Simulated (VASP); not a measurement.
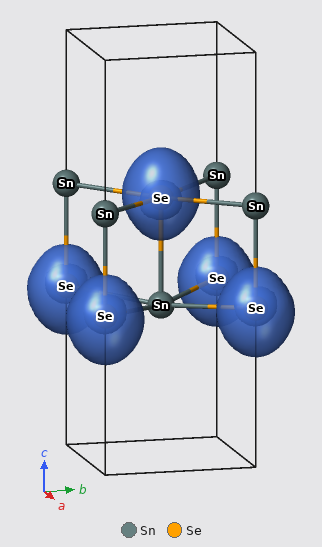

The picture shows: SnSe. Isosurface of the electron localisation function at 0.8 (blue), seen slightly off an axis. Only the valence region is drawn (cores and ρ < 0.01 e/Å³ removed). Sticks mark near contacts.

Space group P4mm; a structure from a database of computed crystals, not necessarily the ambient phase; changed on purpose from its base cell (strained and moved within a subgroup); not relaxed (largest force 0.6 eV/Å).

The calculation used Kohn-Sham DFT of a periodic cell, PBEsol, VASP PAW PBE potentials, recommended in VASP 6.6.1.

Core electrons are frozen (PAW), and the valence fields are smoothed inside the atomic spheres.

```
Sn Se
1.0
     4.09407    0.00000    0.00000
     0.00000    4.09407    0.00000
     0.00000    0.00000   11.15962
Sn Se
2 2
Direct
  0.50000 0.50000 0.36406
  0.00000 0.00000 0.62993
  0.50000 0.50000 0.62290
  0.00000 0.00000 0.38311
```

Identify the bonds, lone pairs and shells in this picture.

The ELF exceeds this value in two regions wrapped around Se (the valence shell of each), counted in one cell of 4 atoms. Any copies at cell faces, edges or corners count once. Along the contacts the grid gives the following. Sn–Se (2.75 Å): the ELF is about 0.55 at the midpoint and 0.30 at its lowest between the atoms. Sn–Se (2.89 Å): the ELF is about 0.50 at the midpoint and 0.30 at its lowest between the atoms.
